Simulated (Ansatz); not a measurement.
Al$_{3}$Cu$_{2}$: several calculations on one system

### Relaxation

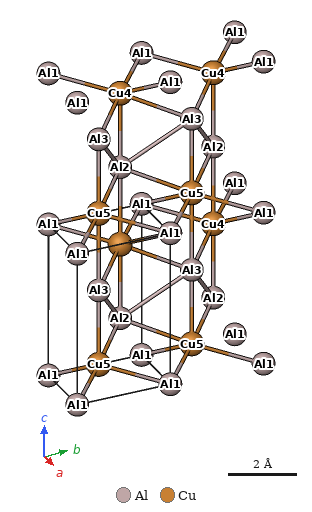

Starting structure of a crystal of Al₃Cu₂ (set up in P-3m1). The picture is a ball-and-stick view of the cell of the calculation, repeated 1 × 2 × 2 with one cell outlined, seen slightly off an axis.

Case: relaxed at 50 GPa.

Level of theory: DFT r2SCAN, scalar-relativistic, plane waves, PAW (Ansatz).

Input
```yaml
crystal:
  lattice:
    - [3.7939008822, 0.0, 0.0]
    - [-1.8969504411, 3.2856145434, 0.0]
    - [0.0, 0.0, 4.6242961413]
  atoms:
    - { symbol: Al, position: [0.0, 0.0, 0.0] }
    - { symbol: Al, position: [0.3333333333, 0.6666666667, 0.3527591906] }
    - { symbol: Al, position: [0.6666666667, 0.3333333333, 0.6472408094] }
    - { symbol: Cu, position: [0.3333333333, 0.6666666667, 0.8427260101] }
    - { symbol: Cu, position: [0.6666666667, 0.3333333333, 0.1572739899] }
basis:
  ecutwfc: 500
kpoints:
  mp_grid: { grid: [12, 12, 8] }
hamiltonian:
  xc: r2scan
scf:
  occupations: { method: gaussian, width: 0.1 }
output:
  forces: true
  stress: true
  eigenvalues: true
relax:
  adjacent_minimum: "off"
  f_tol: 0.008
  max_steps: 50
  cell: { stress_tol: 0.08, p_target: 50.0 }
```

Command:
```bash
ansatz run input.yaml --threads 1 --pin off --max-ram 2560MiB --backend cpu --events-out ev --progress --plain --runs-dir out
```

Predict the outcome.

The energy rises by 0.272 eV per cell of the calculation in 3 accepted moves (4 points after the start). With the target pressure of 50 GPa, the enthalpy E + pV changes by −14.6 meV per cell of the calculation. The largest force component goes from 0.088 to 0.0064 eV/Å. The pressure goes from 45.24 to 49.98 GPa. At 1 point the geometry stayed and the basis and grid were re-selected for the new cell (energy shift of 0.2 meV per cell of the calculation at most each time). The largest moves relative to the cell, 0.007 Å, are those of Al2 and Al3. Al2 goes along +c. By element the largest moves are Al 0.007 Å, Cu 0.005 Å. The volume changes by −1.6 %, with a = b 3.794 → 3.772 Å (−0.6 %), c 4.624 → 4.604 Å (−0.4 %). Near-neighbour distances that change, for instance: Al2–Al3 2.579 → 2.558 Å, Cu4–Cu5 2.629 → 2.610 Å, Al1–Cu4 2.308 → 2.293 Å, Al2–Cu4 2.266 → 2.254 Å. The space group stays P-3m1 (No. 164). Cost: 83 s on 1 thread of Intel(R) Xeon(R) Platinum 8488C (Sapphire Rapids), with other jobs on the host, peak memory 0.72 GiB.

Step by step:

```csv
step,"E − E(0), meV/atom","largest force component, eV/Å","pressure, GPa","volume, Å³/atom",note
0,0.00,0.0882,45.24,11.529,
1,40.46,0.0350,48.80,11.390,
2,54.83,0.0196,50.04,11.343,
3,54.28,0.0065,49.98,11.345,
4,54.33,0.0064,49.98,11.345,"same geometry, new basis"
```

### Relaxation

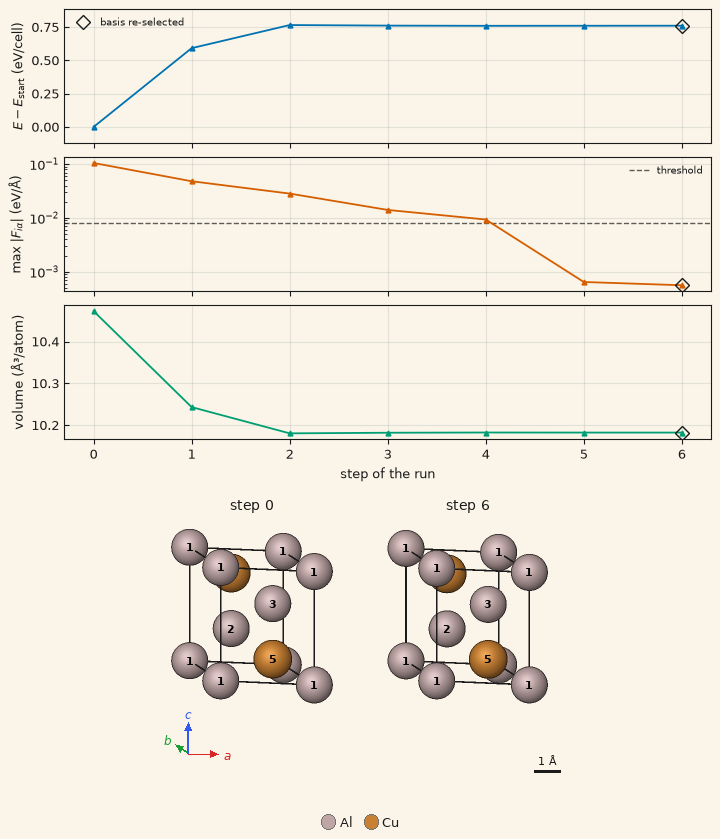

First and last geometry of a relaxation of a crystal of Al$_{3}$Cu$_{2}$ (set up in P-3m1), with the history of the run. The picture is a spheres-only view of the cell of the calculation, seen slightly off an axis.

Case: relaxed at 90 GPa.

All numbers below come from DFT r2SCAN, scalar-relativistic, plane waves, PAW in Ansatz 0.2.0.

Input file:
```yaml
crystal:
  lattice:
    - [3.6725827572, 0.0, 0.0]
    - [-1.8362913786, 3.1805499653, 0.0]
    - [0.0, 0.0, 4.4829504848]
  atoms:
    - { symbol: Al, position: [0.0, 0.0, 0.0] }
    - { symbol: Al, position: [0.3333333333, 0.6666666667, 0.3542317173] }
    - { symbol: Al, position: [0.6666666667, 0.3333333333, 0.6457682827] }
    - { symbol: Cu, position: [0.3333333333, 0.6666666667, 0.8437782084] }
    - { symbol: Cu, position: [0.6666666667, 0.3333333333, 0.1562217916] }
basis:
  ecutwfc: 500
kpoints:
  mp_grid: { grid: [12, 12, 8] }
hamiltonian:
  xc: r2scan
scf:
  occupations: { method: gaussian, width: 0.1 }
output:
  forces: true
  stress: true
  eigenvalues: true
relax:
  adjacent_minimum: "off"
  f_tol: 0.008
  max_steps: 50
  cell: { stress_tol: 0.08, p_target: 90.0 }
```

Launched with:
```bash
ansatz run input.yaml --threads 1 --pin off --max-ram 2560MiB --backend cpu --events-out ev --progress --plain --runs-dir out
```

**What do the curves and the structures tell?**

It converged. Over 5 accepted moves (6 points after the start) the energy rises by 0.761 eV per cell of the calculation. With the target pressure of 90 GPa, the enthalpy E + pV changes by −55.3 meV per cell of the calculation. The largest force component goes from 0.11 to 0.00056 eV/Å. The pressure goes from 78.22 to 90.00 GPa. At 1 point the geometry stayed and the basis and grid were re-selected for the new cell (energy shift of 0.4 meV per cell of the calculation at most each time). The largest moves relative to the cell, 0.006 Å, are those of Al2 and Al3. Al2 goes along +c. By element the largest moves are Al 0.006 Å, Cu 0.003 Å. The volume changes by −2.8 %, with a = b 3.673 → 3.636 Å (−1.0 %), c 4.483 → 4.447 Å (−0.8 %). Among the contacts that change: Al2–Al3 2.491 → 2.461 Å, Cu4–Cu5 2.541 → 2.514 Å, Al1–Cu4 2.233 → 2.210 Å, Al2–Cu4 2.195 → 2.174 Å. The space group stays P-3m1 (No. 164). The run took 96 s on 1 thread of Intel(R) Xeon(R) Platinum 8488C (Sapphire Rapids) (shared host), peak memory 0.67 GiB.

### A change

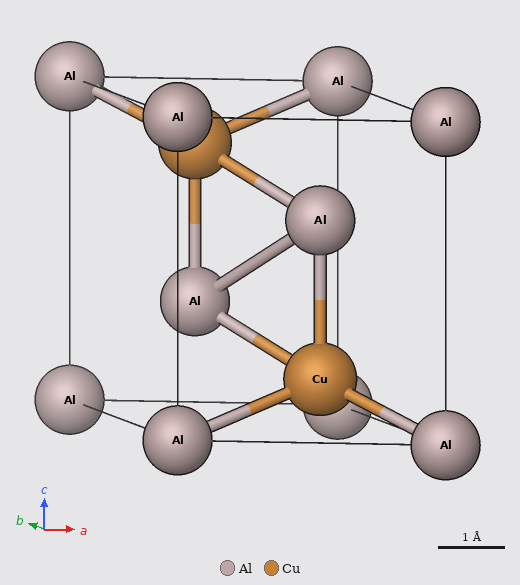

Reference structure: solid Al3Cu2 (set up in P-3m1). A ball-and-stick model of the cell of the calculation, seen slightly off an axis.

Computed with Ansatz 0.2.0, DFT PBEsol, scalar-relativistic, plane waves, PAW. Set-up: plane-wave cutoff 420 eV; k-point mesh 12 × 12 × 8; occupations gaussian; smearing width 0.1 eV; no spin polarisation.

Change: Equal strain along all axes, +3.0 %, is applied. The cell is then held and the atoms relaxed.

The input:
```yaml
crystal:
  lattice:
    - [4.2215431695, 0.0, 0.0]
    - [-2.1107715847, 3.6559636279, 0.0]
    - [0.0, 0.0, 5.1315638677]
  atoms:
    - { symbol: Al, position: [0.0, 0.0, 0.0] }
    - { symbol: Al, position: [0.3333333333, 0.6666666667, 0.3507658058] }
    - { symbol: Al, position: [0.6666666667, 0.3333333333, 0.6492341942] }
    - { symbol: Cu, position: [0.3333333333, 0.6666666667, 0.8418295045] }
    - { symbol: Cu, position: [0.6666666667, 0.3333333333, 0.1581704955] }
basis:
  ecutwfc: 420
kpoints:
  mp_grid: { grid: [12, 12, 8] }
hamiltonian:
  xc: pbesol
scf:
  occupations: { method: gaussian, width: 0.1 }
output:
  forces: true
  stress: true
  eigenvalues: true
relax:
  adjacent_minimum: "off"
  f_tol: 0.008
  max_steps: 40
```

Run as
```bash
ansatz run input.yaml --threads 1 --pin off --max-ram 2560MiB --backend cpu --events-out ev --progress --plain --runs-dir out
```

Predict the response.

Cell: a = b 4.099 → 4.222 Å (+3.0 %), c 4.982 → 5.132 Å (+3.0 %). Volume +9.3 %. The largest moves relative to the cell, 0.006 Å, are those of Al2 and Al3. Al3 goes along +c. Largest moves by element: Al 0.006 Å, Cu 0.004 Å. Some distances before and after: Al–Al 2.791 → 2.881 Å, Al–Cu 2.493 → 2.569 Å, Al–Cu 2.445 → 2.521 Å, Al–Cu 2.537 → 2.611 Å. The space group stays P-3m1 (No. 164). Energy change: +37.3 meV per atom. The pressure goes from 0.0 to −8.1 GPa.

Drawn alike, the variant:

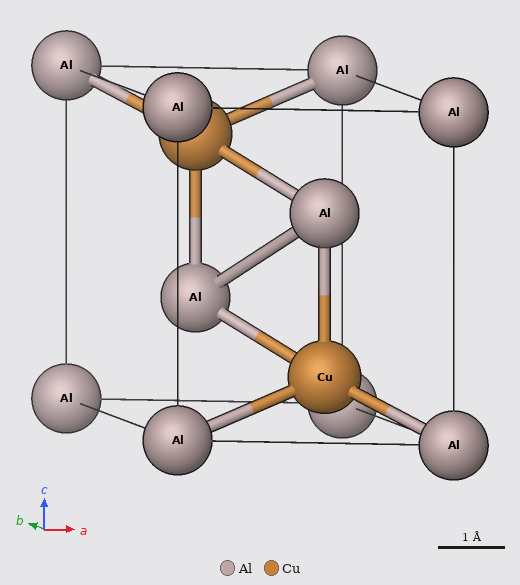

### A change

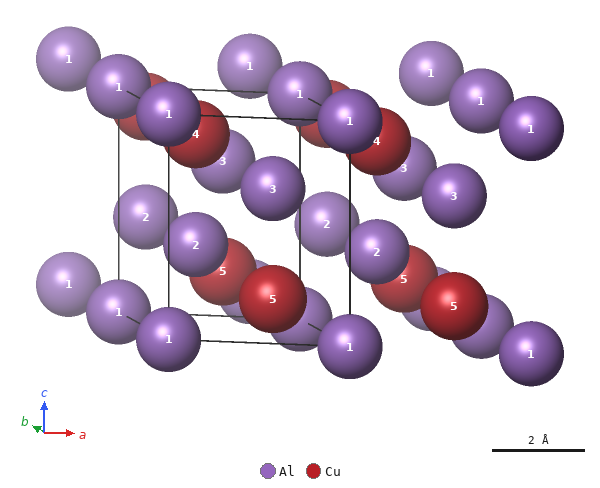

Reference structure: solid Al$_{3}$Cu$_{2}$ (set up in P-3m1). Style: spheres-only. Shown: the cell of the calculation, repeated 2 × 2 × 1 with one cell outlined, slightly off an axis.

All numbers below come from DFT r2SCAN, scalar-relativistic, plane waves, PAW in Ansatz. Settings: plane-wave cutoff 500 eV; k-point mesh 12 × 12 × 8; occupations gaussian; smearing width 0.1 eV; no spin polarisation.

Change: The crystal is put under a hydrostatic pressure of 90 GPa. Cell and atoms are relaxed at that pressure.

What does the calculation give for the changed structure?

The energy rises by 897 meV per atom. The pressure goes from 0.0 to 90.0 GPa. The volume changes by −30.0 %, with a = b 4.102 → 3.636 Å (−11.4 %), c 4.990 → 4.447 Å (−10.9 %). The largest moves relative to the cell, 0.024 Å, are those of Al2 and Al3. Al2 goes along +c. By element the largest moves are Al 0.024 Å, Cu 0.019 Å. Some distances before and after: Al–Al 2.801 → 2.461 Å, Al–Al 2.943 → 2.628 Å, Al–Cu 2.499 → 2.210 Å, Al–Cu 2.550 → 2.273 to 2.280 Å. The space group stays P-3m1 (No. 164).

Drawn alike, the variant:

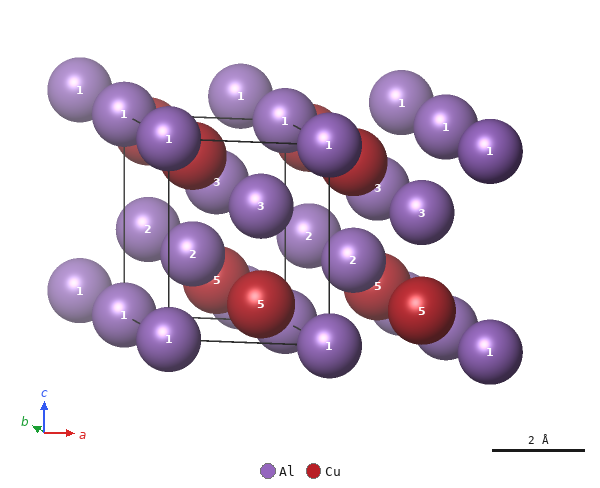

### Series

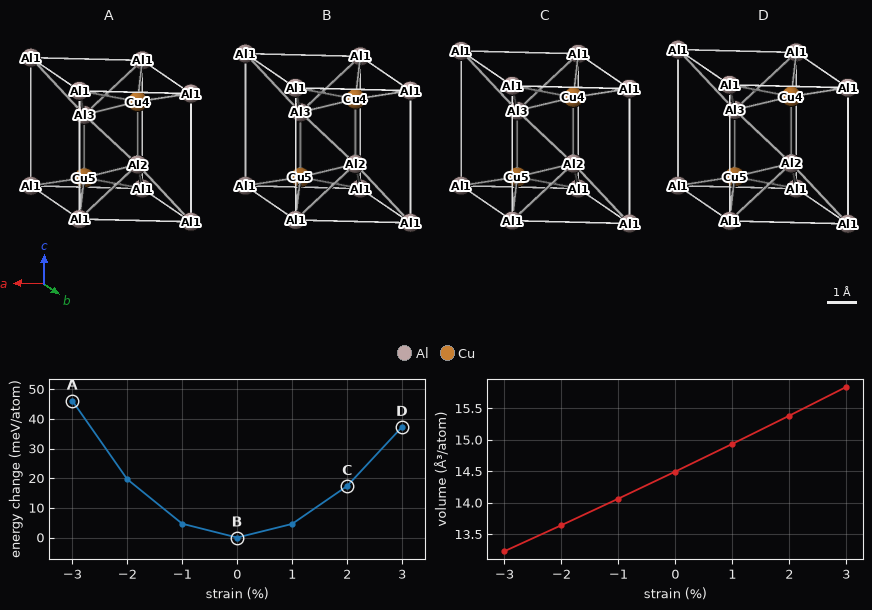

Members of a series of calculations on crystalline Al$_{3}$Cu$_{2}$ (set up in P-3m1), marked on the first curve. A ball-and-stick model of the cell of the calculation, seen from a free direction.

Theory: Ansatz 0.2.0, DFT PBEsol, scalar-relativistic, plane waves, PAW. Settings: plane-wave cutoff 420 eV; k-point mesh 12 × 12 × 8; occupations gaussian; smearing width 0.1 eV; no spin polarisation.

Q: Which kind of strain is it, and how does the structure respond?

A: Equal strain along all axes, cell held, atoms relaxed. A (strain −3.0 %): energy change 46.1 meV/atom, volume 13.23 Å³ per atom. B (strain 0.0 %): energy change 0.0 meV/atom, volume 14.50 Å³ per atom. C (strain 2.0 %): energy change 17.3 meV/atom, volume 15.38 Å³ per atom. D (strain 3.0 %): energy change 37.3 meV/atom, volume 15.84 Å³ per atom. The rest compares A with D. The volume changes by +19.7 %, with a = b 3.976 → 4.222 Å (+6.2 %), c 4.833 → 5.132 Å (+6.2 %). Among the bonded contacts that change: Al–Al 2.699 → 2.881 Å, Al–Al 2.860 → 3.028 Å, Al–Cu 2.416 → 2.569 Å.

### Series

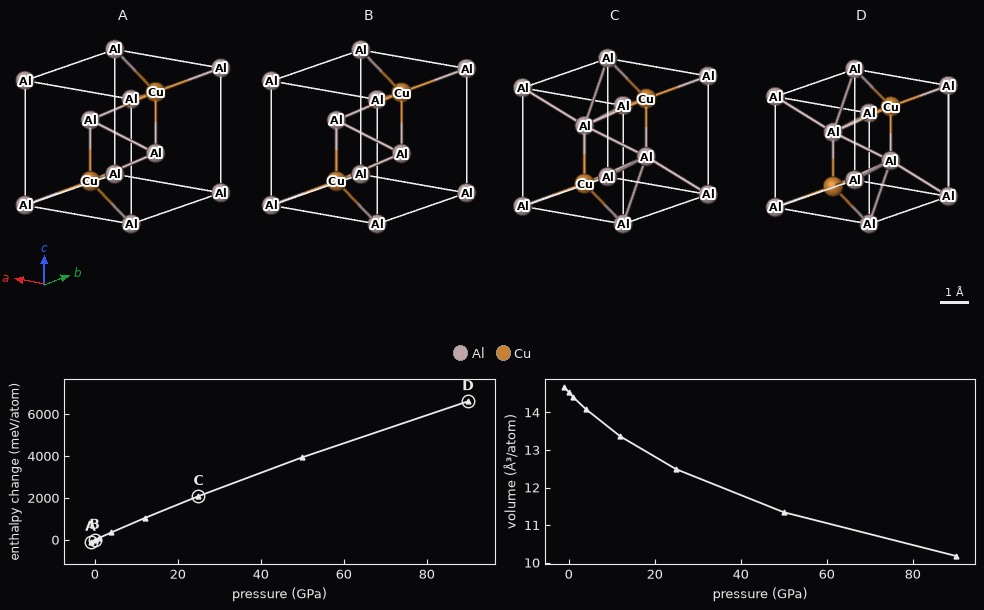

Members of a series of calculations on a crystal of Al3Cu2 (set up in P-3m1), marked on the first curve. The picture is a ball-and-stick view of the cell of the calculation, seen from a free direction.

Level of theory: DFT r2SCAN, scalar-relativistic, plane waves, PAW (Ansatz 0.2.0). (plane-wave cutoff 500 eV; k-point mesh 12 × 12 × 8; occupations gaussian; smearing width 0.1 eV; no spin polarisation)

How does the crystal respond to pressure?

The structure is relaxed at several pressures. A (pressure −1.0 GPa): enthalpy change −91.1 meV/atom, volume 14.67 Å³ per atom. B (pressure 0.0 GPa): enthalpy change 0.0 meV/atom, volume 14.54 Å³ per atom. C (pressure 25.0 GPa): enthalpy change 2088 meV/atom, volume 12.49 Å³ per atom. D (pressure 90.0 GPa): enthalpy change 6617 meV/atom, volume 10.18 Å³ per atom. The rest compares A with D. The drawn cell changes as follows: a = b 4.114 → 3.636 Å (−11.6 %), c 5.004 → 4.447 Å (−11.1 %); the volume changes by −30.6 %. Some distances before and after: Al–Al 2.810 → 2.461 Å, Al–Al 2.952 → 2.628 Å, Al–Cu 2.507 → 2.210 Å.
